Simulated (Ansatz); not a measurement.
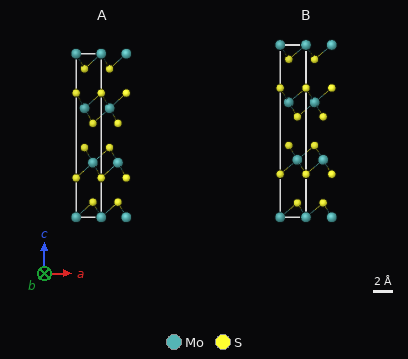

Two geometries of a crystal of MoS2 (set up in R-3m), drawn at one scale. One is the start of a relaxation, the other its converged end. The picture is a ball-and-stick view of the conventional cell (3 times the calculation's cell), repeated 2 × 1 × 1 with one cell outlined, seen along the b axis. Lengths and directions refer to the drawn axes.

The calculation used Kohn-Sham DFT of a periodic cell, PBEsol with D3(BJ), Ansatz PAW in Ansatz. (plane-wave cutoff 420 eV; k-point mesh 10 × 10 × 10; occupations fermi-dirac; smearing width 0.05 eV; no spin polarisation; cell and atoms relaxed; force threshold 0.01 eV/Å; at most 40 steps)

**Which geometry has the lower energy?**

Structure A is the relaxed one. The run lets cell and atoms move. After 4 accepted moves (5 points after the start) the energy has fallen by 0.140 eV per cell of the calculation. Largest force component: 0.78 eV/Å at the start, 0.001 eV/Å at the end. The pressure goes from −0.60 to 0.01 GPa. The SCF was repeated once at an unchanged geometry on a basis and grid sized afresh for the cell, which shifted the energy by 0.5 meV per cell of the calculation at most. The largest moves relative to the cell, 0.16 Å, are those of S atoms. Mo stays in place. The drawn cell changes as follows: a = b 3.171 → 3.080 Å (−2.9 %), c 18.345 → 17.415 Å (−5.1 %); the volume changes by −10.5 %. Some distances before and after: Mo–Mo 3.171 → 3.080 Å, Mo–S 2.385 → 2.398 Å. Bond angles that change, for instance: Mo–S–Mo 83.3° → 79.9°, S–Mo–S 96.7° → 100.1°, S–Mo–S 83.3° → 79.9°. The space group stays R-3m (No. 166). The run took 39 s on 2 threads of Intel(R) Xeon(R) Processor @ 2.50GHz (Skylake/Cascade Lake), on a shared host, peak memory 0.46 GiB.
